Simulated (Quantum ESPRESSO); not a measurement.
# Run report: AlPt, band-structure run (part 1 of 2)

System: AlPt (2 atoms in the cell).
Method: Kohn-Sham DFT of a periodic cell, PBEsol, spin-orbit coupling, PseudoDojo 0.4 FR PBEsol standard, no spin polarisation (Quantum ESPRESSO 7.5).

The structure derives from a Materials Project entry.

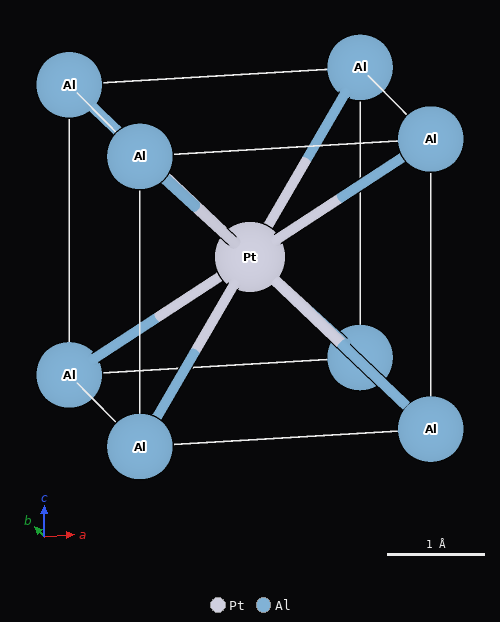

Fig. 1: The structure as given in the input (ball-and-stick view of the cell of the calculation, seen slightly off an axis). An atom can appear more than once, as a periodic image. Near neighbours in the periodic cell (some may lie outside the picture): Pt has 8 Al at 2.68 Å; Al has 8 Pt at 2.68 Å.

## Input
```
&CONTROL
  calculation = 'scf'
  prefix = 'pwscf'
  outdir = './tmp'
  pseudo_dir = './pseudo'
  tprnfor = .true.
  tstress = .true.
  disk_io = 'low'
/
&SYSTEM
  ibrav = 0
  nat = 2
  ntyp = 2
  ecutwfc = 84
  nbnd = 34
  occupations = 'smearing'
  smearing = 'fd'
  degauss = 0.00367493
  noncolin = .true.
  lspinorb = .true.
/
&ELECTRONS
  conv_thr = 4d-10
  electron_maxstep = 120
  mixing_beta = 0.5
/
ATOMIC_SPECIES
Pt   195.0840 Pt.upf
Al    26.9815 Al.upf
CELL_PARAMETERS bohr
   5.8421752417    0.0000000000    0.0000000000
   0.0000000000    5.8421752417    0.0000000000
   0.0000000000    0.0000000000    5.8421752417
ATOMIC_POSITIONS bohr
Pt     2.9210876208    2.9210876208    2.9210876208
Al     0.0000000000    0.0000000000    0.0000000000
K_POINTS automatic
9 9 9 0 0 0
```

## File pp_density.in
```
&INPUTPP
  prefix = 'pwscf'
  outdir = './tmp'
  filplot = 'density.dat'
  plot_num = 0
/
&PLOT
  nfile = 1
  filepp(1) = 'density.dat'
  iflag = 3
  output_format = 6
  fileout = 'density.cube'
/
```

## File pp_potential.in
```
&INPUTPP
  prefix = 'pwscf'
  outdir = './tmp'
  filplot = 'potential.dat'
  plot_num = 11
/
&PLOT
  nfile = 1
  filepp(1) = 'potential.dat'
  iflag = 3
  output_format = 6
  fileout = 'potential.cube'
/
```

## File bands.in
```
&CONTROL
  calculation = 'bands'
  prefix = 'pwscf'
  outdir = './tmp'
  pseudo_dir = './pseudo'
  disk_io = 'low'
  verbosity = 'high'
/
&SYSTEM
  ibrav = 0
  nat = 2
  ntyp = 2
  ecutwfc = 84
  nbnd = 34
  occupations = 'smearing'
  smearing = 'fd'
  degauss = 0.00367493
  noncolin = .true.
  lspinorb = .true.
/
&ELECTRONS
  conv_thr = 1d-08
  electron_maxstep = 120
  mixing_beta = 0.5
  diago_full_acc = .true.
  startingwfc = 'random'
/
ATOMIC_SPECIES
Pt   195.0840 Pt.upf
Al    26.9815 Al.upf
CELL_PARAMETERS bohr
   5.8421752417    0.0000000000    0.0000000000
   0.0000000000    5.8421752417    0.0000000000
   0.0000000000    0.0000000000    5.8421752417
ATOMIC_POSITIONS bohr
Pt     2.9210876208    2.9210876208    2.9210876208
Al     0.0000000000    0.0000000000    0.0000000000
K_POINTS crystal
60
 0.0000000000  0.0000000000  0.0000000000 1
 0.0000000000  0.0714285714  0.0000000000 1
 0.0000000000  0.1428571429  0.0000000000 1
 0.0000000000  0.2142857143  0.0000000000 1
 0.0000000000  0.2857142857  0.0000000000 1
 0.0000000000  0.3571428571  0.0000000000 1
 0.0000000000  0.4285714286  0.0000000000 1
 0.0000000000  0.5000000000  0.0000000000 1
 0.0714285714  0.5000000000  0.0000000000 1
 0.1428571429  0.5000000000  0.0000000000 1
 0.2142857143  0.5000000000  0.0000000000 1
 0.2857142857  0.5000000000  0.0000000000 1
 0.3571428571  0.5000000000  0.0000000000 1
 0.4285714286  0.5000000000  0.0000000000 1
 0.5000000000  0.5000000000  0.0000000000 1
 0.4545454545  0.4545454545  0.0000000000 1
 0.4090909091  0.4090909091  0.0000000000 1
 0.3636363636  0.3636363636  0.0000000000 1
 0.3181818182  0.3181818182  0.0000000000 1
 0.2727272727  0.2727272727  0.0000000000 1
 0.2272727273  0.2272727273  0.0000000000 1
 0.1818181818  0.1818181818  0.0000000000 1
 0.1363636364  0.1363636364  0.0000000000 1
 0.0909090909  0.0909090909  0.0000000000 1
 0.0454545455  0.0454545455  0.0000000000 1
 0.0000000000  0.0000000000  0.0000000000 1
 0.0357142857  0.0357142857  0.0357142857 1
 0.0714285714  0.0714285714  0.0714285714 1
 0.1071428571  0.1071428571  0.1071428571 1
 0.1428571429  0.1428571429  0.1428571429 1
 0.1785714286  0.1785714286  0.1785714286 1
 0.2142857143  0.2142857143  0.2142857143 1
 0.2500000000  0.2500000000  0.2500000000 1
 0.2857142857  0.2857142857  0.2857142857 1
 0.3214285714  0.3214285714  0.3214285714 1
 0.3571428571  0.3571428571  0.3571428571 1
 0.3928571429  0.3928571429  0.3928571429 1
 0.4285714286  0.4285714286  0.4285714286 1
 0.4642857143  0.4642857143  0.4642857143 1
 0.5000000000  0.5000000000  0.5000000000 1
 0.4545454545  0.5000000000  0.4545454545 1
 0.4090909091  0.5000000000  0.4090909091 1
 0.3636363636  0.5000000000  0.3636363636 1
 0.3181818182  0.5000000000  0.3181818182 1
 0.2727272727  0.5000000000  0.2727272727 1
 0.2272727273  0.5000000000  0.2272727273 1
 0.1818181818  0.5000000000  0.1818181818 1
 0.1363636364  0.5000000000  0.1363636364 1
 0.0909090909  0.5000000000  0.0909090909 1
 0.0454545455  0.5000000000  0.0454545455 1
 0.0000000000  0.5000000000  0.0000000000 1
 0.5000000000  0.5000000000  0.0000000000 1
 0.5000000000  0.5000000000  0.0625000000 1
 0.5000000000  0.5000000000  0.1250000000 1
 0.5000000000  0.5000000000  0.1875000000 1
 0.5000000000  0.5000000000  0.2500000000 1
 0.5000000000  0.5000000000  0.3125000000 1
 0.5000000000  0.5000000000  0.3750000000 1
 0.5000000000  0.5000000000  0.4375000000 1
 0.5000000000  0.5000000000  0.5000000000 1
```

Run as:
```bash
OMP_NUM_THREADS=1 mpirun -n 2 pw.x -nk 2 -in pw.in > pw.out
OMP_NUM_THREADS=1 mpirun -n 1 pp.x -in pp_density.in > pp_density.out
OMP_NUM_THREADS=1 mpirun -n 1 pp.x -in pp_potential.in > pp_potential.out
OMP_NUM_THREADS=1 mpirun -n 2 pw.x -nk 2 -in bands.in > bands.out
```

## The program's output
```
This program is part of the open-source Quantum ESPRESSO suite
     for quantum simulation of materials; please cite
         "P. Giannozzi et al., J. Phys.:Condens. Matter 21 395502 (2009);
         "P. Giannozzi et al., J. Phys.:Condens. Matter 29 465901 (2017);
         "P. Giannozzi et al., J. Chem. Phys. 152 154105 (2020);
          URL
     in publications or presentations arising from this work. More details at

     Message from routine setup:
     using ibrav=0 with symmetry is DISCOURAGED, use correct ibrav instead

     K-points division:     npool     =       2
     Subspace diagonalization in iterative solution of the eigenvalue problem:
     a serial algorithm will be used

     G-vector sticks info
     --------------------
     sticks:   dense  smooth     PW     G-vecs:    dense   smooth      PW
     Sum         917     917    277                20719    20719    3407

     Using Slab Decomposition

     bravais-lattice index     =            0
     lattice parameter (alat)  =       5.8422  a.u.
     unit-cell volume          =     199.3994 (a.u.)^3
     number of atoms/cell      =            2
     number of atomic types    =            2
     number of electrons       =        21.00
     number of Kohn-Sham states=           34
     kinetic-energy cutoff     =      84.0000  Ry
     charge density cutoff     =     336.0000  Ry
     scf convergence threshold =      4.0E-10
     mixing beta               =       0.5000
     number of iterations used =            8  plain     mixing
     Exchange-correlation= PBESOL
                           (   1   4  10   8   0   0   0)
     Non magnetic calculation with spin-orbit

     celldm(1)=   5.842175  celldm(2)=   0.000000  celldm(3)=   0.000000
     celldm(4)=   0.000000  celldm(5)=   0.000000  celldm(6)=   0.000000

     crystal axes: (cart. coord. in units of alat)
               a(1) = (   1.000000   0.000000   0.000000 )
               a(2) = (   0.000000   1.000000   0.000000 )
               a(3) = (   0.000000   0.000000   1.000000 )

     reciprocal axes: (cart. coord. in units 2 pi/alat)
               b(1) = (  1.000000  0.000000  0.000000 )
               b(2) = (  0.000000  1.000000  0.000000 )
               b(3) = (  0.000000  0.000000  1.000000 )

     PseudoPot. # 1 for Pt read from file:
     Pt.upf
     Pseudo is Norm-conserving + core correction, Zval = 18.0
     Generated using ONCVPSP code by D. R. Hamann
     Using radial grid of 1358 points, 14 beta functions with:
                l(1) =   0
                l(2) =   0
                l(3) =   1
                l(4) =   1
                l(5) =   1
                l(6) =   1
                l(7) =   2
                l(8) =   2
                l(9) =   2
               l(10) =   2
               l(11) =   3
               l(12) =   3
               l(13) =   3
               l(14) =   3

     PseudoPot. # 2 for Al read from file:
     Al.upf
     Pseudo is Norm-conserving + core correction, Zval =  3.0
     Generated using ONCVPSP code by D. R. Hamann
     Using radial grid of 1876 points, 10 beta functions with:
                l(1) =   0
                l(2) =   0
                l(3) =   1
                l(4) =   1
                l(5) =   1
                l(6) =   1
                l(7) =   2
                l(8) =   2
                l(9) =   2
               l(10) =   2

     atomic species   valence    mass     pseudopotential
     Pt               18.00   195.08400     Pt( 1.00)
     Al                3.00    26.98150     Al( 1.00)

     48 Sym. Ops., with inversion, found

   Cartesian axes

     site n.     atom                  positions (alat units)
         1        Pt     tau(   1) = (   0.5000000   0.5000000   0.5000000  )
         2        Al     tau(   2) = (   0.0000000   0.0000000   0.0000000  )

     number of k points=    35  Fermi-Dirac smearing, width (Ry)=  0.0037
                       cart. coord. in units 2pi/alat
        k(    1) = (   0.0000000   0.0000000   0.0000000), wk =   0.0013717
        k(    2) = (   0.0000000   0.0000000   0.1111111), wk =   0.0082305
        k(    3) = (   0.0000000   0.0000000   0.2222222), wk =   0.0082305
        k(    4) = (   0.0000000   0.0000000   0.3333333), wk =   0.0082305
        k(    5) = (   0.0000000   0.0000000   0.4444444), wk =   0.0082305
        k(    6) = (   0.0000000   0.1111111   0.1111111), wk =   0.0164609
        k(    7) = (   0.0000000   0.1111111   0.2222222), wk =   0.0329218
        k(    8) = (   0.0000000   0.1111111   0.3333333), wk =   0.0329218
        k(    9) = (   0.0000000   0.1111111   0.4444444), wk =   0.0329218
        k(   10) = (   0.0000000   0.2222222   0.2222222), wk =   0.0164609
        k(   11) = (   0.0000000   0.2222222   0.3333333), wk =   0.0329218
        k(   12) = (   0.0000000   0.2222222   0.4444444), wk =   0.0329218
        k(   13) = (   0.0000000   0.3333333   0.3333333), wk =   0.0164609
        k(   14) = (   0.0000000   0.3333333   0.4444444), wk =   0.0329218
        k(   15) = (   0.0000000   0.4444444   0.4444444), wk =   0.0164609
        k(   16) = (   0.1111111   0.1111111   0.1111111), wk =   0.0109739
        k(   17) = (   0.1111111   0.1111111   0.2222222), wk =   0.0329218
        k(   18) = (   0.1111111   0.1111111   0.3333333), wk =   0.0329218
        k(   19) = (   0.1111111   0.1111111   0.4444444), wk =   0.0329218
        k(   20) = (   0.1111111   0.2222222   0.2222222), wk =   0.0329218
        k(   21) = (   0.1111111   0.2222222   0.3333333), wk =   0.0658436
        k(   22) = (   0.1111111   0.2222222   0.4444444), wk =   0.0658436
        k(   23) = (   0.1111111   0.3333333   0.3333333), wk =   0.0329218
        k(   24) = (   0.1111111   0.3333333   0.4444444), wk =   0.0658436
        k(   25) = (   0.1111111   0.4444444   0.4444444), wk =   0.0329218
        k(   26) = (   0.2222222   0.2222222   0.2222222), wk =   0.0109739
        k(   27) = (   0.2222222   0.2222222   0.3333333), wk =   0.0329218
        k(   28) = (   0.2222222   0.2222222   0.4444444), wk =   0.0329218
        k(   29) = (   0.2222222   0.3333333   0.3333333), wk =   0.0329218
        k(   30) = (   0.2222222   0.3333333   0.4444444), wk =   0.0658436
        k(   31) = (   0.2222222   0.4444444   0.4444444), wk =   0.0329218
        k(   32) = (   0.3333333   0.3333333   0.3333333), wk =   0.0109739
        k(   33) = (   0.3333333   0.3333333   0.4444444), wk =   0.0329218
        k(   34) = (   0.3333333   0.4444444   0.4444444), wk =   0.0329218
        k(   35) = (   0.4444444   0.4444444   0.4444444), wk =   0.0109739

     Dense  grid:    20719 G-vectors     FFT dimensions: (  36,  36,  36)

     Initial potential from superposition of free atoms

     starting charge      20.9975, renormalised to      21.0000
     Starting wfcs are   28 randomized atomic wfcs +    6 random wfcs

     Self-consistent Calculation

     iteration #  1     ecut=    84.00 Ry     beta= 0.50
     Davidson diagonalization with overlap
     ethr =  1.00E-02,  avg # of iterations =  5.1

     Threshold (ethr) on eigenvalues was too large:
     Diagonalizing with lowered threshold

     Davidson diagonalization with overlap
     ethr =  7.09E-04,  avg # of iterations =  1.3

     total energy              =    -266.27859390 Ry
     estimated scf accuracy    <       0.15133704 Ry

     iteration #  2     ecut=    84.00 Ry     beta= 0.50
     Davidson diagonalization with overlap
     ethr =  7.21E-04,  avg # of iterations =  2.0

     total energy              =    -266.31771231 Ry
     estimated scf accuracy    <       0.06993923 Ry

     iteration #  3     ecut=    84.00 Ry     beta= 0.50
     Davidson diagonalization with overlap
     ethr =  3.33E-04,  avg # of iterations =  2.3

     total energy              =    -266.33010665 Ry
     estimated scf accuracy    <       0.00181326 Ry

     iteration #  4     ecut=    84.00 Ry     beta= 0.50
     Davidson diagonalization with overlap
     ethr =  8.63E-06,  avg # of iterations =  4.1

     total energy              =    -266.33025555 Ry
     estimated scf accuracy    <       0.00007946 Ry

     iteration #  5     ecut=    84.00 Ry     beta= 0.50
     Davidson diagonalization with overlap
     ethr =  3.78E-07,  avg # of iterations =  2.6

     total energy              =    -266.33027424 Ry
     estimated scf accuracy    <       0.00000216 Ry

     iteration #  6     ecut=    84.00 Ry     beta= 0.50
     Davidson diagonalization with overlap
     ethr =  1.03E-08,  avg # of iterations =  2.1

     total energy              =    -266.33027473 Ry
     estimated scf accuracy    <       0.00000008 Ry

     iteration #  7     ecut=    84.00 Ry     beta= 0.50
     Davidson diagonalization with overlap
     ethr =  3.82E-10,  avg # of iterations =  2.5

     total energy              =    -266.33027475 Ry
     estimated scf accuracy    <          2.2E-09 Ry

     iteration #  8     ecut=    84.00 Ry     beta= 0.50
     Davidson diagonalization with overlap
     ethr =  1.06E-11,  avg # of iterations =  3.3

     End of self-consistent calculation

          k = 0.0000 0.0000 0.0000 (  2553 PWs)   bands (ev):

   -81.8956 -81.8956 -47.1894 -47.1894 -32.1627 -32.1627 -32.1627 -32.1627
     5.3245   5.3245  11.1473  11.1473  11.1473  11.1473  14.0543  14.0543
    14.0543  14.0543  14.8298  14.8298  20.0734  20.0734  20.9959  20.9959
    20.9959  20.9959  25.9427  25.9427  25.9427  25.9427  26.4404  26.4404
    34.5672  34.5696

          k = 0.0000 0.0000 0.1111 (  2581 PWs)   bands (ev):

   -81.8953 -81.8953 -47.1905 -47.1905 -32.1706 -32.1706 -32.1617 -32.1617
     5.5494   5.5494  11.2036  11.2036  11.2184  11.2184  13.8456  13.8456
    13.9905  13.9905  14.6985  14.6985  19.4248  19.4248  20.8561  20.8561
    21.4065  21.4065  25.5283  25.5283  26.2348  26.2348  27.7951  27.7951
    33.3540  33.3552

          k = 0.0000 0.0000 0.2222 (  2589 PWs)   bands (ev):

   -81.8947 -81.8947 -47.1933 -47.1933 -32.1907 -32.1907 -32.1591 -32.1591
     6.2020   6.2020  11.3076  11.3076  11.3493  11.3493  13.3696  13.3696
    13.7176  13.7176  14.5590  14.5590  17.6515  17.6515  21.8042  21.8042
    22.4564  22.4564  24.5941  24.5941  26.4901  26.4901  30.7382  30.7382
    31.1591  31.1592

          k = 0.0000 0.0000 0.3333 (  2605 PWs)   bands (ev):

   -81.8940 -81.8940 -47.1965 -47.1965 -32.2135 -32.2135 -32.1562 -32.1562
     7.2133   7.2133  11.0375  11.0375  11.5183  11.5183  12.8458  12.8458
    13.3506  13.3506  14.5585  14.5585  16.4450  16.4450  23.1597  23.1597
    23.6547  23.6547  23.8655  23.8655  26.8600  26.8600  29.0726  29.0726
    29.4736  29.4736

          k = 0.0000 0.0000 0.4444 (  2593 PWs)   bands (ev):

   -81.8935 -81.8935 -47.1985 -47.1985 -32.2282 -32.2282 -32.1543 -32.1543
     8.4017   8.4017  10.1544  10.1544  11.6273  11.6273  12.5178  12.5178
    13.1283  13.1283  14.5875  14.5875  16.0800  16.0800  23.0995  23.0995
    24.5317  24.5317  25.3753  25.3753  27.1584  27.1584  27.5969  27.5969
    27.6326  27.6326

          k = 0.0000 0.1111 0.1111 (  2594 PWs)   bands (ev):

   -81.8951 -81.8951 -47.1916 -47.1916 -32.1741 -32.1741 -32.1651 -32.1651
     5.7718   5.7718  11.2553  11.2553  11.3004  11.3004  13.6633  13.6633
    13.9131  13.9131  14.5421  14.5421  19.6361  19.6361  20.0368  20.0368
    21.5472  21.5472  25.5529  25.5529  27.0899  27.0899  28.2436  28.2436
    32.2198  32.2199

          k = 0.0000 0.1111 0.2222 (  2598 PWs)   bands (ev):

   -81.8944 -81.8944 -47.1944 -47.1944 -32.1924 -32.1924 -32.1642 -32.1642
     6.4164   6.4164  11.3351  11.3351  11.4623  11.4623  13.1973  13.1973
    13.6794  13.6794  14.3690  14.3690  17.9682  17.9682  20.7227  20.7227
    22.5381  22.5381  24.9059  24.9059  27.6514  27.6514  30.1156  30.1156
    30.7979  30.7980

          k = 0.0000 0.1111 0.3333 (  2600 PWs)   bands (ev):
```
